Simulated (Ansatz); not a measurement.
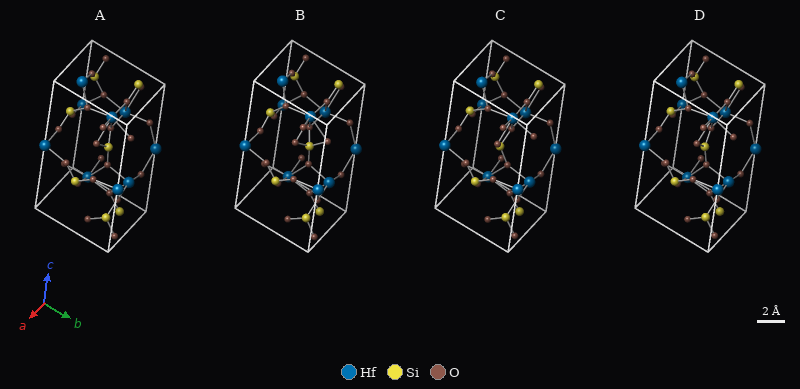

4 geometries from one relaxation of a defect cell of composition Hf6Si6O23 (cell charge +2), in shuffled order. Style: ball-and-stick. Shown: the cell of the calculation (origin shifted), from a free direction.

These are results of Ansatz 0.2.0, DFT PBEsol, scalar-relativistic, plane waves, PAW, not measurements. Settings: plane-wave cutoff 420 eV; k-point mesh 2 × 2 × 2; occupations gaussian; smearing width 0.02 eV; collinear spin; atoms relaxed in a fixed cell; force threshold 0.03 eV/Å; at most 40 steps.

### Order the frames from highest to lowest energy.

C, D, A, B. They are steps 0, 3, 6, 11, at +1.982 eV per cell of the calculation, +0.841 eV per cell of the calculation, +0.643 eV per cell of the calculation relative to the last. The energy falls by 1.982 eV per cell of the calculation in 11 geometry steps. Largest force component: 3.1 eV/Å at the start, 0.02 eV/Å at the end. The atom that moves furthest is a Si atom (0.84 Å roughly along [0 3 1]). By element the largest moves are Si 0.84 Å, O 0.79 Å, Hf 0.21 Å. The cell stays as it was. Among the contacts that change: O–Si 3.298 → 1.739 Å, Hf–O 2.254 → 3.170 Å, Si–Si 3.650 → 2.868 Å, Hf–Si 2.990 → 2.668 Å. New bonds form, among them: O–Si (3.30 → 1.74 Å). Bonds break, among them: Hf–O (2.25 → 3.17 Å). Among the angles between lasting bonds that change: Hf–O–Si 109.4° → 135.4°, Hf–O–Si 141.6° → 121.3°, Hf–O–Si 98.4° → 118.3°. The program noted that the starting moments weren't kept. Cost: 5.3 min on 8 threads of Arm Neoverse N1, with other jobs on the host, peak memory 3 GiB.

Limits of the set-up: the periodic images lie only 6.6 Å apart, so the values are limited by the cell's size; the cell is charged, on a uniform background, and energies carry no finite-size correction.
